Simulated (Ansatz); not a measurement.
## Run report: C, geometry relaxation (part 1 of 2)

C (P6₃mc, 12 atoms in the cell), computed with DFT LDA, scalar-relativistic, plane waves, PAW, PAW set soft_1, no spin polarisation (Ansatz 0.2.0).

The structure derives from a Materials Project entry.

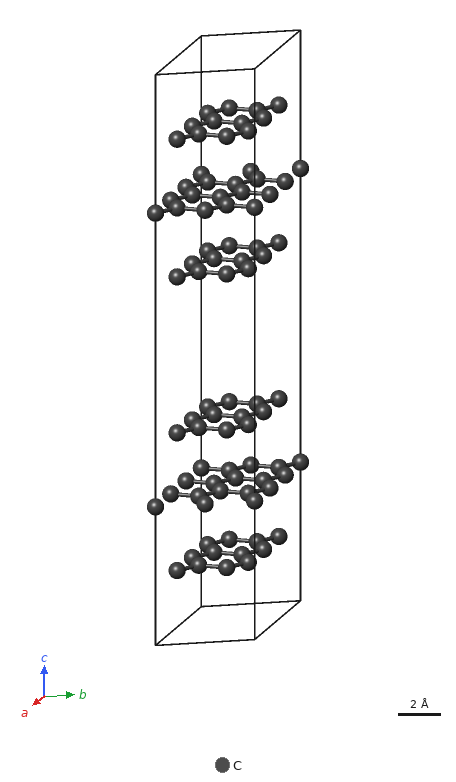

*The input geometry (ball-and-stick view of the 3 × 2 repeat of the cell, with the vacuum cut short, seen slightly off an axis).*

### Key numbers

- outcome: converged
- space group (tolerance 0.01 Å): P6₃mc (186) → P6₃/mmc (194)
- electrons treated: 48
- free energy: −2915.7773 eV
- Fermi energy: 3.395 eV
- gap on the k-point mesh: none (metallic)
- pressure: 0.00 GPa
- final volume: 150.54 Å³
- largest force (length of the vector) at the end: under 0.001 eV/Å
- final cell: a = 2.445 Å, b = 2.445 Å, c = 29.088 Å, α = 90.00°, β = 90.00°, γ = 120.00°
- hardware: 4 threads of AMD EPYC (Zen 3), 32 GiB of memory available, shared host
- wall time: 84 s (CPU time 5.5 min)
- peak memory: 0.82 GiB

### Notes

Warnings of the run: the PAW datasets were made with another functional.

### Input
```yaml
crystal:
  lattice:
    - [2.4562499605, 0.0, 0.0]
    - [-1.2281249803, 2.1271748638, 0.0]
    - [0.0, 0.0, 29.4918787]
  atoms:
    - { symbol: C, position: [0.66666667, 0.33333333, 0.9983718] }
    - { symbol: C, position: [0.66666667, 0.33333333, 0.49837191] }
    - { symbol: C, position: [0.66666667, 0.33333333, 0.73278795] }
    - { symbol: C, position: [0.66666667, 0.33333333, 0.23279033] }
    - { symbol: C, position: [0.0, 0.0, 0.61583799] }
    - { symbol: C, position: [0.33333333, 0.66666667, 0.23278795] }
    - { symbol: C, position: [0.0, 0.0, 0.11583799] }
    - { symbol: C, position: [0.66666667, 0.33333333, 0.61584001] }
    - { symbol: C, position: [0.33333333, 0.66666667, 0.73279033] }
    - { symbol: C, position: [0.33333333, 0.66666667, 0.11584001] }
    - { symbol: C, position: [0.33333333, 0.66666667, 0.4983718] }
    - { symbol: C, position: [0.33333333, 0.66666667, 0.99837191] }
basis:
  ecutwfc: 520.0
kpoints:
  mp_grid: { grid: [18, 18, 2] }
hamiltonian:
  xc: lda
  pseudopotentials: { kind: paw, azcp: { folder: soft_1 } }
scf:
  occupations: { method: gaussian, width: 0.1 }
output:
  forces: true
  stress: true
  eigenvalues: true
relax:
  adjacent_minimum: "off"
  f_tol: 0.005
  max_steps: 80
  cell: { stress_tol: 0.05 }
```

Command:
```bash
ansatz run input.yaml --threads 4 --pin off --max-ram 8192MiB --backend cpu --events-out ev --progress --plain --runs-dir out
```

### The program's output
```
Warning: [file] the record states the generating functional pbe (its physics header spells it `PBE`), which answers neither for hamiltonian.xc's functional nor for the lda family's — results may be inconsistent (PPs are generated against a specific XC)
Engine: ansatz 0.2.0, x86_64-unknown-linux-gnu
Pseudopotentials: kind: paw
Pseudopotential: C, paw, valence charge 4, recommended cutoff 420 eV (normal), [file]
Functional definition: SPW92
  exchange = slater_x
  correlation = pw_c
Crystal: 12 atoms, lattice volume = 154.091 Å³
Basis set: ecut = 520 eV, 4171 PW (Γ)
Bands: 36, of which v1, the nominal top of the filled ones, is band 24 counted from 1 (23 counted from 0)
Symmetry: 12 space group operations
Space group: P63mc (ITA 186), of the structure as read, at distance tolerance 5.4e-5 Å
k-points: 74 of 648
Non-local potential: C, projectors of the file, l = 0: 2, l = 1: 2, l = 2: 1
PAW form: soft (Blöchl's): semilocal exchange-correlation on the pseudo side does not see the compensation charge
PAW frozen core: C, regenerated for the run's functional, and the local potential with it (the file was generated under x = pbe(κ = 0.804, μ = 0.2195149727645171), c = pbe(β = 0.06672455060314922))
PAW one-centre angular grid: C, 110 points (default); XC on 64 Gauss nodes
Initial density: superposition of atomic densities (neutral atoms: chi_scale 0, normalization atom)
Initial wavefunctions: pseudopotential atomic-orbital guess
Functional: x = slater, c = lda
SCF iter   1: F=—  HF=-2923.248567 eV  |F-HF|=—  |Δ(HF+E_count)|=         —  Δρ=1.09e-1  dr2=1.61e1  ethr=3.10e-3  ⟨swp⟩=9.9  Hψ=15602  notcnv=0  defer=16
preconditioner: auto → LDOS  [metal: Δε(μ)=0.037 eV  Ē_g=16.367 eV  σ=0.100 eV  W_gap=0.20  n_scr=20 (ndim 8)  ℏωp=20.7 eV  f_vac=0.284  D(μ)=0.54/eV (n_scr^D=6)  β→1.0]
SCF iter   2: F=—  HF=-2917.123481 eV  |F-HF|=—  |Δ(HF+E_count)|=    6.13e0  Δρ=4.18e-2  dr2=2.91e0  ethr=3.10e-3  ⟨swp⟩=5.1  Hψ=7767  notcnv=0  defer=461
SCF iter   3: F=—  HF=-2915.774024 eV  |F-HF|=—  |Δ(HF+E_count)|=    1.35e0  Δρ=6.30e-3  dr2=6.75e-2  ethr=3.10e-3  ⟨swp⟩=3.4  Hψ=5763  notcnv=0  defer=464
SCF iter   4: F=—  HF=-2915.755987 eV  |F-HF|=—  |Δ(HF+E_count)|=   1.80e-2  Δρ=3.90e-3  dr2=2.28e-2  ethr=1.41e-4  ⟨swp⟩=2.5  Hψ=5145  notcnv=0  defer=463
SCF iter   5: F=—  HF=-2915.750363 eV  |F-HF|=—  |Δ(HF+E_count)|=   5.62e-3  Δρ=1.05e-3  dr2=1.68e-3  ethr=4.76e-5  ⟨swp⟩=2.4  Hψ=3824  notcnv=0  defer=462
SCF iter   6: F=—  HF=-2915.749992 eV  |F-HF|=—  |Δ(HF+E_count)|=   3.71e-4  Δρ=1.85e-4  dr2=4.06e-5  ethr=3.51e-6  ⟨swp⟩=2.5  Hψ=4126  notcnv=0  defer=462
SCF iter   7: F=—  HF=-2915.749946 eV  |F-HF|=—  |Δ(HF+E_count)|=   4.65e-5  Δρ=2.98e-5  dr2=8.77e-7  ethr=8.45e-8  ⟨swp⟩=2.1  Hψ=3934  notcnv=0  defer=462
iter 8 did not close the SCF: its close was put off until two iterations running show no level that it waits for move by more than its bar (scf_convergence_deferred on its scf_iter line)
SCF iter   8: F=-2915.749946 eV  HF=-2915.749946 eV  |F-HF|=2.81e-8  |Δ(HF+E_count)|=   3.56e-8  Δρ=4.90e-6  dr2=4.22e-8  ethr=2.08e-10  ⟨swp⟩=42.3  Hψ=26743  notcnv=0
iter 9 did not close the SCF: its close was put off until two iterations running show no level that it waits for move by more than its bar (scf_convergence_deferred on its scf_iter line)
SCF iter   9: F=-2915.749946 eV  HF=-2915.749946 eV  |F-HF|=1.74e-9  |Δ(HF+E_count)|=   5.52e-9  Δρ=1.75e-6  dr2=3.47e-9  ethr=8.79e-11  ⟨swp⟩=11.0  Hψ=9469  notcnv=0
SCF iter  10: F=-2915.749946 eV  HF=-2915.749946 eV  |F-HF|=3.18e-12  |Δ(HF+E_count)|=  1.49e-10  Δρ=3.28e-7  dr2=8.18e-11  ethr=7.22e-12  ⟨swp⟩=6.6  Hψ=7291  notcnv=0
the search or the solves at the SCF's close seem to have found levels that the self-consistency loop had missed (the run counts 1). By its estimate they hold under 1e-12 electrons; where the run keeps them, the occupations were computed again with them
SCF 1 converged in 10 iterations: F = -2915.749946 eV  dr2 = 8.18e-11
  greatest PAW one-centre occupation: 0.669 electrons in one spin orbital (limit 2), on the C atom at site 9 (counted from 0), in its partial waves of l = 0
relax step   1: F+E_penalty+E_count = -2915.74994580 eV  Δ(F+E_penalty+E_count) = +0.000e0 eV  max|allowed force component| = 2.118e-2 eV/Å  Δτ_max = 0.0000 Å  P = -2.861 GPa  Ω = 154.091 Å³  (10 SCF iters, dr2 threshold 1.00e-7 eV, accepted)
Crystal: 12 atoms, lattice volume = 151.006 Å³
Basis set: ecut = 520 eV, 4099 PW (Γ)
Initial density: handed on by an earlier stage of this run
Initial wavefunctions: those handed on with the density
SCF iter   1: F=—  HF=-2916.280255 eV  |F-HF|=—  |Δ(HF+E_count)|=         —  Δρ=3.43e-2  dr2=1.50e0  ethr=3.10e-3  ⟨swp⟩=8.6  Hψ=11780  notcnv=0  defer=32
preconditioner: auto → LDOS  [metal: Δε(μ)=0.015 eV  Ē_g=15.515 eV  σ=0.100 eV  W_gap=0.08  n_scr=20 (ndim 8)  ℏωp=20.9 eV  f_vac=0.328  D(μ)=0.54/eV (n_scr^D=6)  β→1.0]
SCF iter   2: F=—  HF=-2916.289409 eV  |F-HF|=—  |Δ(HF+E_count)|=   9.15e-3  Δρ=1.90e-2  dr2=1.80e0  ethr=3.10e-3  ⟨swp⟩=2.9  Hψ=5498  notcnv=0  defer=468
SCF iter   3: F=—  HF=-2915.787361 eV  |F-HF|=—  |Δ(HF+E_count)|=   5.02e-1  Δρ=3.03e-3  dr2=4.76e-2  ethr=3.10e-3  ⟨swp⟩=2.7  Hψ=4217  notcnv=0  defer=465
SCF iter   4: F=—  HF=-2915.775336 eV  |F-HF|=—  |Δ(HF+E_count)|=   1.20e-2  Δρ=1.19e-3  dr2=6.60e-3  ethr=9.92e-5  ⟨swp⟩=2.4  Hψ=4321  notcnv=0  defer=433
SCF iter   5: F=—  HF=-2915.773606 eV  |F-HF|=—  |Δ(HF+E_count)|=   1.73e-3  Δρ=4.01e-4  dr2=1.35e-4  ethr=1.38e-5  ⟨swp⟩=2.0  Hψ=2689  notcnv=0  defer=431
SCF iter   6: F=—  HF=-2915.773585 eV  |F-HF|=—  |Δ(HF+E_count)|=   2.09e-5  Δρ=1.99e-4  dr2=4.68e-5  ethr=2.82e-7  ⟨swp⟩=2.0  Hψ=4038  notcnv=0  defer=431
SCF iter   7: F=—  HF=-2915.773577 eV  |F-HF|=—  |Δ(HF+E_count)|=   8.70e-6  Δρ=4.41e-5  dr2=9.48e-6  ethr=9.75e-8  ⟨swp⟩=2.0  Hψ=3995  notcnv=0  defer=431
SCF iter   8: F=-2915.773575 eV  HF=-2915.773575 eV  |F-HF|=9.96e-8  |Δ(HF+E_count)|=   1.95e-6  Δρ=1.24e-5  dr2=1.91e-7  ethr=2.50e-9  ⟨swp⟩=18.1  Hψ=17866  notcnv=0
SCF 2 converged in 8 iterations: F = -2915.773575 eV  dr2 = 1.91e-7
  greatest PAW one-centre occupation: 0.671 electrons in one spin orbital (limit 2), on the C atom at site 9 (counted from 0), in its partial waves of l = 0
relax step   2: F+E_penalty+E_count = -2915.77357472 eV  Δ(F+E_penalty+E_count) = -2.363e-2 eV  max|allowed force component| = 1.337e-2 eV/Å  Δτ_max = 0.1480 Å  P = -0.834 GPa  Ω = 151.006 Å³  energy of the carried Pulay correction = +7.447e-5 eV  (8 SCF iters, dr2 threshold 1.20e-6 eV, accepted)
Crystal: 12 atoms, lattice volume = 151.267 Å³
iter 1 solved again at ethr=6.74e-4 eV; its pass at ethr=3.10e-3 eV (dr2=3.24e-1 eV) is discarded
SCF iter   1: F=—  HF=-2915.881204 eV  |F-HF|=—  |Δ(HF+E_count)|=         —  Δρ=1.58e-2  dr2=3.24e-1  ethr=6.74e-4  ⟨swp⟩=1.5  Hψ=13087  notcnv=0  defer=4
preconditioner: auto → LDOS  [metal: Δε(μ)=0.008 eV  Ē_g=15.377 eV  σ=0.100 eV  W_gap=0.05  n_scr=20 (ndim 8)  ℏωp=20.9 eV  f_vac=0.313  D(μ)=0.55/eV (n_scr^D=6)  β→1.0]
SCF iter   2: F=—  HF=-2915.893328 eV  |F-HF|=—  |Δ(HF+E_count)|=   1.21e-2  Δρ=9.00e-3  dr2=4.05e-1  ethr=6.74e-4  ⟨swp⟩=4.2  Hψ=7383  notcnv=0  defer=152
SCF iter   3: F=—  HF=-2915.778769 eV  |F-HF|=—  |Δ(HF+E_count)|=   1.15e-1  Δρ=1.32e-3  dr2=1.05e-2  ethr=6.74e-4  ⟨swp⟩=2.9  Hψ=4598  notcnv=0  defer=236
SCF iter   4: F=—  HF=-2915.776535 eV  |F-HF|=—  |Δ(HF+E_count)|=   2.23e-3  Δρ=4.14e-4  dr2=1.58e-4  ethr=2.20e-5  ⟨swp⟩=2.2  Hψ=3523  notcnv=0  defer=236
SCF iter   5: F=—  HF=-2915.776472 eV  |F-HF|=—  |Δ(HF+E_count)|=   6.33e-5  Δρ=1.50e-4  dr2=2.55e-5  ethr=3.28e-7  ⟨swp⟩=2.0  Hψ=4322  notcnv=0  defer=250
SCF iter   6: F=—  HF=-2915.776467 eV  |F-HF|=—  |Δ(HF+E_count)|=   4.56e-6  Δρ=5.27e-5  dr2=2.97e-6  ethr=5.31e-8  ⟨swp⟩=2.0  Hψ=4005  notcnv=0  defer=250
iter 7 did not close the SCF: its close was put off until two iterations running show no level that it waits for move by more than its bar (scf_convergence_deferred on its scf_iter line)
SCF iter   7: F=-2915.776466 eV  HF=-2915.776466 eV  |F-HF|=1.17e-7  |Δ(HF+E_count)|=   4.77e-7  Δρ=1.39e-5  dr2=2.01e-7  ethr=2.50e-9  ⟨swp⟩=18.1  Hψ=15738  notcnv=0
SCF iter   8: F=-2915.776466 eV  HF=-2915.776466 eV  |F-HF|=7.72e-9  |Δ(HF+E_count)|=   2.77e-8  Δρ=2.61e-6  dr2=1.12e-8  ethr=4.19e-10  ⟨swp⟩=2.9  Hψ=9222  notcnv=0
SCF 3 converged in 8 iterations: F = -2915.776466 eV  dr2 = 1.12e-8
  greatest PAW one-centre occupation: 0.672 electrons in one spin orbital (limit 2), on the C atom at site 9 (counted from 0), in its partial waves of l = 0
relax step   3: F+E_penalty+E_count = -2915.77646645 eV  Δ(F+E_penalty+E_count) = -2.892e-3 eV  max|allowed force component| = 1.192e-2 eV/Å  Δτ_max = 0.0717 Å  P = +0.222 GPa  Ω = 151.267 Å³  energy of the carried Pulay correction = +6.811e-5 eV  (8 SCF iters, dr2 threshold 1.20e-6 eV, accepted)
Crystal: 12 atoms, lattice volume = 150.664 Å³
iter 1 solved again at ethr=3.28e-5 eV; its pass at ethr=3.10e-3 eV (dr2=1.57e-2 eV) is discarded
SCF iter   1: F=—  HF=-2915.782547 eV  |F-HF|=—  |Δ(HF+E_count)|=         —  Δρ=3.52e-3  dr2=1.62e-2  ethr=3.28e-5  ⟨swp⟩=2.1  Hψ=11498  notcnv=0
preconditioner: auto → LDOS  [metal: Δε(μ)=0.009 eV  Ē_g=15.387 eV  σ=0.100 eV  W_gap=0.05  n_scr=20 (ndim 8)  ℏωp=21.0 eV  f_vac=0.315  D(μ)=0.55/eV (n_scr^D=6)  β→1.0]
SCF iter   2: F=—  HF=-2915.784315 eV  |F-HF|=—  |Δ(HF+E_count)|=   1.77e-3  Δρ=2.16e-3  dr2=2.46e-2  ethr=3.28e-5  ⟨swp⟩=2.7  Hψ=5404  notcnv=0
SCF iter   3: F=—  HF=-2915.777399 eV  |F-HF|=—  |Δ(HF+E_count)|=   6.92e-3  Δρ=3.05e-4  dr2=1.66e-4  ethr=3.28e-5  ⟨swp⟩=2.0  Hψ=3708  notcnv=0
SCF iter   4: F=—  HF=-2915.777330 eV  |F-HF|=—  |Δ(HF+E_count)|=   6.91e-5  Δρ=5.69e-5  dr2=4.41e-6  ethr=3.46e-7  ⟨swp⟩=2.4  Hψ=4360  notcnv=0
SCF iter   5: F=—  HF=-2915.777329 eV  |F-HF|=—  |Δ(HF+E_count)|=   8.70e-7  Δρ=1.99e-5  dr2=4.46e-7  ethr=7.43e-10  ⟨swp⟩=13.6  Hψ=15666  notcnv=0
SCF iter   6: F=-2915.777329 eV  HF=-2915.777329 eV  |F-HF|=1.83e-8  |Δ(HF+E_count)|=   6.59e-8  Δρ=4.67e-6  dr2=2.78e-8  ethr=7.43e-10  ⟨swp⟩=4.9  Hψ=9318  notcnv=0
the search or the solves at the SCF's close seem to have found levels that the self-consistency loop had missed (the run counts 1). By its estimate they hold under 1e-12 electrons; where the run keeps them, the occupations were computed again with them
SCF 4 converged in 6 iterations: F = -2915.777329 eV  dr2 = 2.78e-8
relax step   4: F+E_penalty+E_count = -2915.77732900 eV  Δ(F+E_penalty+E_count) = -8.626e-4 eV  max|allowed force component| = 1.706e-2 eV/Å  Δτ_max = 0.0153 Å  P = -0.005 GPa  Ω = 150.664 Å³  energy of the carried Pulay correction = +8.284e-5 eV  (6 SCF iters, dr2 threshold 3.57e-7 eV, accepted)
Crystal: 12 atoms, lattice volume = 150.544 Å³
iter 1 solved again at ethr=1.34e-6 eV; its pass at ethr=3.10e-3 eV (dr2=6.42e-4 eV) is discarded
SCF iter   1: F=—  HF=-2915.777622 eV  |F-HF|=—  |Δ(HF+E_count)|=         —  Δρ=7.05e-4  dr2=6.53e-4  ethr=1.34e-6  ⟨swp⟩=2.2  Hψ=10631  notcnv=0
preconditioner: auto → LDOS  [metal: Δε(μ)=0.008 eV  Ē_g=15.383 eV  σ=0.100 eV  W_gap=0.05  n_scr=20 (ndim 8)  ℏωp=21.0 eV  f_vac=0.315  D(μ)=0.55/eV (n_scr^D=6)  β→1.0]
SCF iter   2: F=—  HF=-2915.777697 eV  |F-HF|=—  |Δ(HF+E_count)|=   7.47e-5  Δρ=4.36e-4  dr2=1.00e-3  ethr=1.34e-6  ⟨swp⟩=2.6  Hψ=4605  notcnv=0
SCF iter   3: F=—  HF=-2915.777412 eV  |F-HF|=—  |Δ(HF+E_count)|=   2.85e-4  Δρ=6.25e-5  dr2=7.06e-6  ethr=1.34e-6  ⟨swp⟩=2.0  Hψ=3673  notcnv=0
SCF iter   4: F=—  HF=-2915.777379 eV  |F-HF|=—  |Δ(HF+E_count)|=   3.37e-5  Δρ=9.68e-6  dr2=7.70e-8  ethr=1.47e-8  ⟨swp⟩=2.1  Hψ=3997  notcnv=0
SCF iter   5: F=-2915.777379 eV  HF=-2915.777379 eV  |F-HF|=1.27e-8  |Δ(HF+E_count)|=   9.30e-9  Δρ=3.05e-6  dr2=1.66e-8  ethr=3.79e-11  ⟨swp⟩=9.7  Hψ=13599  notcnv=0
SCF 5 converged in 5 iterations: F = -2915.777379 eV  dr2 = 1.66e-8
relax step   5: F+E_penalty+E_count = -2915.77737861 eV  Δ(F+E_penalty+E_count) = -4.961e-5 eV  max|allowed force component| = 4.794e-4 eV/Å  Δτ_max = 0.0033 Å  P = -0.002 GPa  Ω = 150.544 Å³  energy of the carried Pulay correction = +8.575e-5 eV  (5 SCF iters, dr2 threshold 1.82e-8 eV, accepted)
Initial wavefunctions: pseudopotential atomic-orbital guess (no wavefunctions were taken with the density)
iter 1 solved again at ethr=2.49e-7 eV; its pass at ethr=3.10e-3 eV (dr2=1.20e-4 eV) is discarded
SCF iter   1: F=—  HF=-2915.777333 eV  |F-HF|=—  |Δ(HF+E_count)|=         —  Δρ=9.97e-6  dr2=2.85e-8  ethr=2.49e-7  ⟨swp⟩=4.5  Hψ=25840  notcnv=0  defer=9
eigensolver tolerance schedule: the retry pair's looser diagonalisation over-reported the residual by 4202.01 of it (diagonalisation noise at 0.51 of the residual, at the tolerance the schedule requests for it); recorded, not acted on — ethr = c·dr2/N_el stays at c = 1.0e-1
preconditioner: auto → LDOS  [metal: Δε(μ)=0.008 eV  Ē_g=15.385 eV  σ=0.100 eV  W_gap=0.05  n_scr=20 (ndim 8)  ℏωp=21.0 eV  f_vac=0.315  D(μ)=0.55/eV (n_scr^D=6)  β→1.0]
SCF iter   2: F=—  HF=-2915.777296 eV  |F-HF|=—  |Δ(HF+E_count)|=   3.77e-5  Δρ=3.82e-6  dr2=3.10e-8  ethr=5.93e-11  ⟨swp⟩=3.2  Hψ=5846  notcnv=0  defer=1
SCF iter   3: F=—  HF=-2915.777296 eV  |F-HF|=—  |Δ(HF+E_count)|=   7.85e-9  Δρ=1.49e-6  dr2=3.28e-9  ethr=5.93e-11  ⟨swp⟩=2.0  Hψ=4385  notcnv=0  defer=1
SCF iter   4: F=—  HF=-2915.777296 eV  |F-HF|=—  |Δ(HF+E_count)|=  8.19e-10  Δρ=2.85e-7  dr2=3.55e-10  ethr=6.82e-12  ⟨swp⟩=2.0  Hψ=4357  notcnv=0  defer=1
SCF iter   5: F=-2915.777296 eV  HF=-2915.777296 eV  |F-HF|=4.09e-12  |Δ(HF+E_count)|=  9.19e-11  Δρ=3.68e-8  dr2=3.50e-12  ethr=1.00e-12  ⟨swp⟩=26.7  Hψ=15492  notcnv=0
the search or the solves at the SCF's close seem to have found levels that the self-consistency loop had missed (the run counts 1). By its estimate they hold under 1e-12 electrons; where the run keeps them, the occupations were computed again with them
SCF 6 converged in 5 iterations: F = -2915.777296 eV  dr2 = 3.50e-12
relax step   6: F+E_penalty+E_count = -2915.77729577 eV  Δ(F+E_penalty+E_count) = +8.284e-5 eV  max|allowed force component| = 4.556e-4 eV/Å  Δτ_max = 0.0000 Å  P = -0.001 GPa  Ω = 150.544 Å³  stress off target by 3.01e-3 GPa  SCF on the basis re-selected at this cell (its energy is not comparable with the rows above)  (5 SCF iters)
```

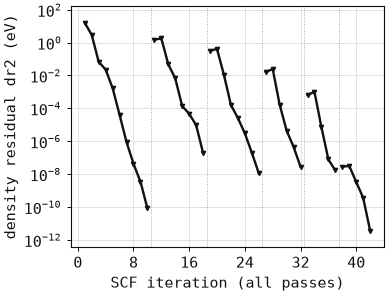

*Convergence of the self-consistent field: density residual dr2 against the SCF iteration. The dotted lines part the SCF passes of the relaxation: geometry steps, rejected trials and re-solves on a re-selected basis.*

The 6 passes take 5 to 10 iterations each, 42 in all.
